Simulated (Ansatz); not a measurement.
# C₂₄Cl: single-point calculation (part 4 of 4)

Continued. System: C₂₄Cl (slab, 25 atoms in the cell). Method: DFT PBE+D3(BJ), scalar-relativistic, plane waves, PAW, PAW set soft_1, spin-polarised (Ansatz 0.2.0); cutoff 420 eV, 6×4×1 k-mesh, Gaussian smearing of 0.05 eV, collinear spins. The structure derives from an entry of the Crystallography Open Database.

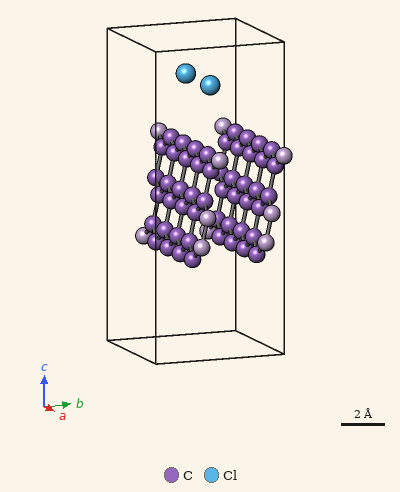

Fig. 1: The input geometry (ball-and-stick view of the 2 × 1 repeat of the cell, with the vacuum cut short, seen slightly off an axis; neighbours outside the cell are drawn fainter). An atom can appear more than once, as a periodic image.

Output, continued
```
  k-point 1 ↑: bands = ["-21.6024", "-21.4022", "-19.9580", "-19.7846", "-17.6348", "-17.5216", "-17.4205", "-17.4123", "-17.2463", "-17.1665", "-15.7735", "-15.6591", "-15.5967", "-15.4197", "-15.2848", "-13.8736", "-13.7913", "-13.7692", "-13.6745", "-13.1963", "-13.1167", "-10.1549", "-10.1244", "-10.1164", "-9.7943", "-9.6890", "-9.1247", "-9.0701", "-8.8475", "-8.7880", "-8.6773", "-8.3677", "-7.7122", "-7.6495", "-7.2972", "-6.3326", "-6.2846", "-6.2443", "-5.4916", "-5.3308", "-5.2959", "-5.1832", "-4.6313", "-4.6008", "-4.4541", "-4.2703", "-4.0099", "-3.8258", "-2.9797", "-2.8887", "-2.8677", "-2.3612", "-2.1266", "-2.0711", "-1.8180", "-1.5334", "-1.5147", "-1.1582", "-0.4717", "-0.4572", "0.0178", "0.1009", "0.7370", "1.3167", "2.7337", "3.2335", "3.7015", "4.1577", "4.3636", "4.5018", "4.6501", "4.9979", "5.0842", "5.2717", "5.6042", "5.8292", "6.0383"]
  k-point 2 ↑: bands = ["-21.5300", "-21.4792", "-19.9065", "-19.8385", "-17.5905", "-17.5652", "-17.4376", "-17.4301", "-17.2260", "-17.1504", "-15.7924", "-15.6381", "-15.6070", "-15.4068", "-15.2847", "-13.8865", "-13.8018", "-13.7571", "-13.6633", "-13.1809", "-13.1305", "-10.1551", "-10.1170", "-9.7949", "-9.6894", "-9.5667", "-9.5176", "-9.1031", "-9.0741", "-8.7856", "-8.6800", "-7.9171", "-7.8183", "-7.7096", "-7.6522", "-6.3309", "-6.2863", "-5.9215", "-5.8161", "-5.4354", "-5.4111", "-5.1927", "-4.5655", "-4.5512", "-4.4321", "-4.2885", "-4.0063", "-3.8264", "-2.9851", "-2.8684", "-2.8546", "-2.3642", "-2.1061", "-2.0267", "-1.8186", "-1.4963", "-1.4812", "-1.1830", "-0.4309", "-0.4214", "0.0757", "0.1685", "0.9929", "1.1437", "3.1307", "3.3578", "4.2181", "4.3036", "4.6469", "4.6713", "4.9669", "4.9929", "5.1060", "5.1313", "5.2136", "5.2331", "5.8260"]
  k-point 13 ↓: bands = ["-20.5742", "-20.5105", "-20.3509", "-20.3247", "-19.0783", "-18.8982", "-18.8244", "-18.7558", "-16.8362", "-16.6080", "-16.5339", "-16.5013", "-14.7133", "-13.0761", "-12.8703", "-12.8476", "-12.8361", "-11.7547", "-11.6897", "-11.6717", "-11.6575", "-11.1820", "-11.0877", "-11.0414", "-11.0265", "-9.5578", "-9.5360", "-9.3607", "-9.3566", "-8.9479", "-8.8592", "-8.8155", "-8.7823", "-8.7652", "-8.7605", "-7.6411", "-7.6164", "-7.2219", "-7.0779", "-6.1826", "-6.1277", "-5.0830", "-4.9012", "-4.8007", "-4.2852", "-4.1989", "-4.1798", "-4.0479", "-4.0398", "-2.8107", "-2.7439", "-2.4777", "-2.4024", "-1.9605", "-1.9323", "-1.6892", "-0.2385", "0.0348", "0.1645", "0.2065", "2.3602", "2.5859", "2.7768", "2.8863", "4.1519", "4.3074", "4.5148", "4.5420", "4.5559", "4.6601", "4.8549", "4.8870", "5.4014", "5.6207", "5.6934", "5.7162", "5.8546"]
--- Löwdin populations: 25 sites ---
  site symbol       q [e]    m [muB]
     0      C      3.9206     1.1926
     1      C      3.8531    -1.0250
     2      C      3.9198     1.1946
     3      C      3.9770     0.5908
     4      C      3.9916    -0.1316
     5      C      3.9907     0.0196
     6      C      3.9909    -0.1288
     7      C      3.9912     0.0229
     8      C      3.9726     0.1488
     9      C      3.9647    -0.0278
    10      C      3.9726     0.1501
    11      C      3.9637     0.0016
    12      C      3.9582    -0.1769
    13      C      3.9480    -0.0109
    14      C      3.9583    -0.1796
    15      C      3.9541    -0.0474
    16      C      3.9857     0.1404
    17      C      3.9907     0.0309
    18      C      3.9877     0.1392
    19      C      3.9895     0.0269
    20      C      3.8729    -1.0165
    21      C      3.8642     0.7353
    22      C      3.8664    -1.1461
    23      C      3.8497    -1.0341
    24     Cl      7.2189     0.5386
  spilling = 0.010166 (of n_electrons = 103.000000)
```

File populations.tsv
```
# site	symbol	l	j	q_up	q_dn
# orbitals = lowdin
# n_electrons = 103.000000
# spilling = 0.010166
0	C	0_2S	-	0.636585	0.441429
0	C	1_2P	-	1.920044	0.922590
1	C	0_2S	-	0.464930	0.638586
1	C	1_2P	-	0.949137	1.800472
2	C	0_2S	-	0.636630	0.441176
2	C	1_2P	-	1.920589	0.921438
3	C	0_2S	-	0.626518	0.508132
3	C	1_2P	-	1.657388	1.184939
4	C	0_2S	-	0.445481	0.459390
4	C	1_2P	-	1.484494	1.602224
5	C	0_2S	-	0.453293	0.451367
5	C	1_2P	-	1.551852	1.534215
6	C	0_2S	-	0.445685	0.459216
6	C	1_2P	-	1.485337	1.600623
7	C	0_2S	-	0.453961	0.450967
7	C	1_2P	-	1.553104	1.533158
8	C	0_2S	-	0.458624	0.442174
8	C	1_2P	-	1.602080	1.469704
9	C	0_2S	-	0.449333	0.452414
9	C	1_2P	-	1.519131	1.543808
10	C	0_2S	-	0.458619	0.441996
10	C	1_2P	-	1.602751	1.469255
11	C	0_2S	-	0.451475	0.452185
11	C	1_2P	-	1.531211	1.528871
12	C	0_2S	-	0.448676	0.469907
12	C	1_2P	-	1.441943	1.597630
13	C	0_2S	-	0.459947	0.461009
13	C	1_2P	-	1.508635	1.518439
14	C	0_2S	-	0.448441	0.470425
14	C	1_2P	-	1.440922	1.598542
15	C	0_2S	-	0.457968	0.460217
15	C	1_2P	-	1.495374	1.540506
16	C	0_2S	-	0.454805	0.438986
16	C	1_2P	-	1.608228	1.483686
17	C	0_2S	-	0.448408	0.445765
17	C	1_2P	-	1.562398	1.534111
18	C	0_2S	-	0.454697	0.439078
18	C	1_2P	-	1.608764	1.485169
19	C	0_2S	-	0.447890	0.445771
19	C	1_2P	-	1.560339	1.535519
20	C	0_2S	-	0.439087	0.587356
20	C	1_2P	-	0.989142	1.857324
21	C	0_2S	-	0.589664	0.464466
21	C	1_2P	-	1.710071	1.099977
22	C	0_2S	-	0.429109	0.598161
22	C	1_2P	-	0.931031	1.908108
23	C	0_2S	-	0.452365	0.597140
23	C	1_2P	-	0.955437	1.844778
24	Cl	0_3S	-	0.997293	0.999276
24	Cl	1_3P	-	2.881447	2.340864
```

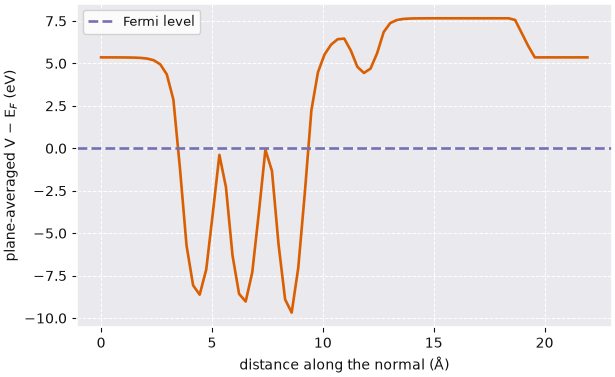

Fig. 2: Plane average of the electrostatic potential energy of an electron across the cell, from the Fermi level. The vacuum level lies 7.66 eV above the Fermi level on the upper side and 5.35 eV on the lower.

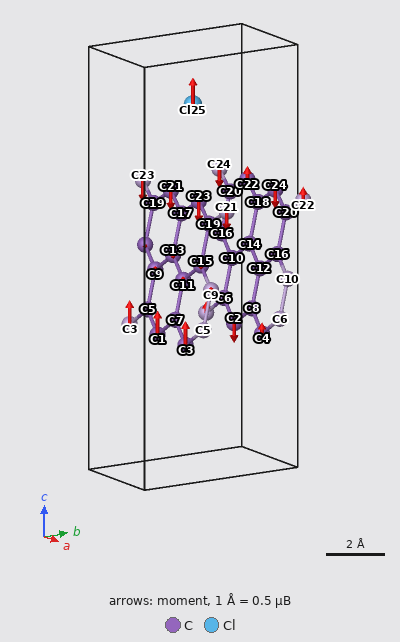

Fig. 3: Magnetic moments of the sites as red arrows (ball-and-stick view of the cell of the calculation, with the vacuum cut short, seen slightly off an axis; neighbours outside the cell are drawn fainter; atoms are numbered from 1 in the order of the input); small moments hardly show. The run is collinear, so the axis drawn is arbitrary. Site moments: Cl25 (0.48 μB); C1, C3 (0.42 μB); C23 (−0.39 μB); C2, C21 (−0.35 μB); C24 (−0.34 μB); C22 (0.24 μB); C4 (0.20 μB), among others. They are counted near the atoms and needn't add up to the moment of the cell.

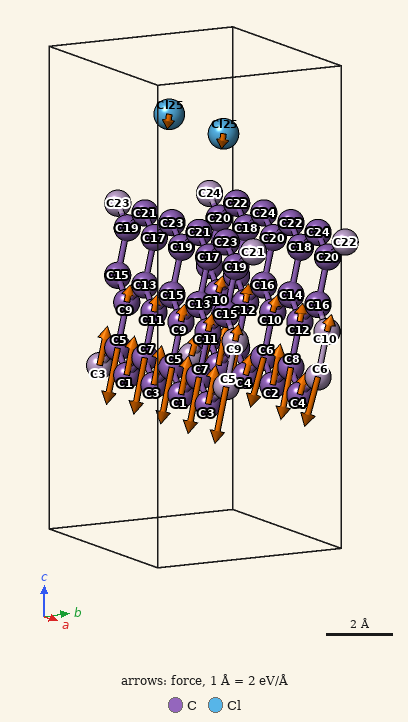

Fig. 4: Forces on the atoms as orange arrows (ball-and-stick view of the 2 × 1 repeat of the cell, with the vacuum cut short, seen slightly off an axis; neighbours outside the cell are drawn fainter; atoms are numbered from 1 in the order of the input); the smallest are left out. The largest act on C5 (3.61 eV/Å); C7 (3.60 eV/Å); C8 (3.32 eV/Å); C6 (3.24 eV/Å), among others. The geometry is not a stationary point of this energy.

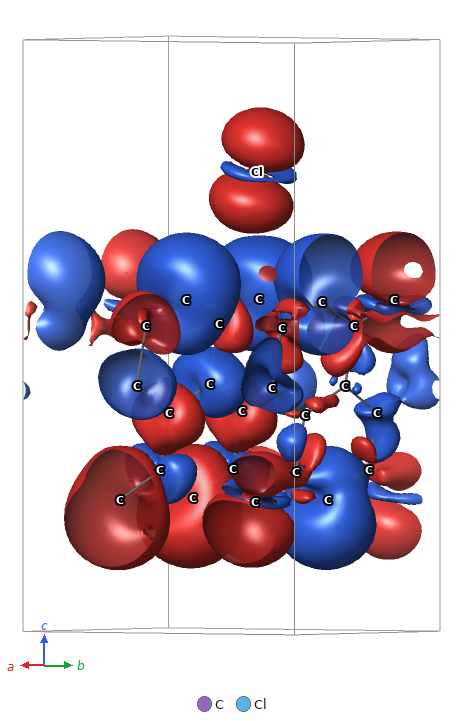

Fig. 5: Isosurfaces of the magnetisation density (up minus down) at +0.015 (red) and −0.015 e/Å³ (blue), seen at an oblique angle. Sticks mark near contacts. The spin density sits on C: +0.4 μB (×2) and −0.4 μB (×4); Cl: +0.5 μB in one cell of 25 atoms. The cell of the calculation (25 atoms) carries 0.0 μB net. In a PAW calculation such maps are meaningful between the atoms, not at the nuclei.

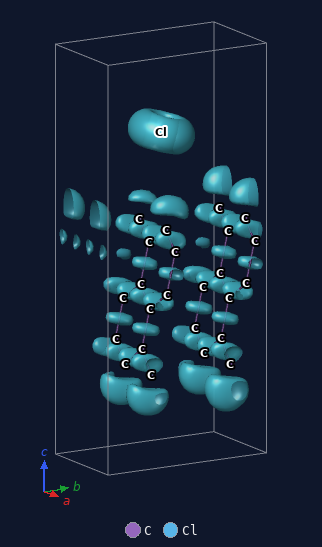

Fig. 6: Isosurface of the ELF at 0.85 (cyan), seen slightly off an axis. Only the valence region is drawn (cores and ρ < 0.01 e/Å³ removed). Sticks mark near contacts. Along the contacts the grid gives the following. C–C (1.38 Å): the ELF peaks at about 0.95 between the atoms, which marks a covalent bond.
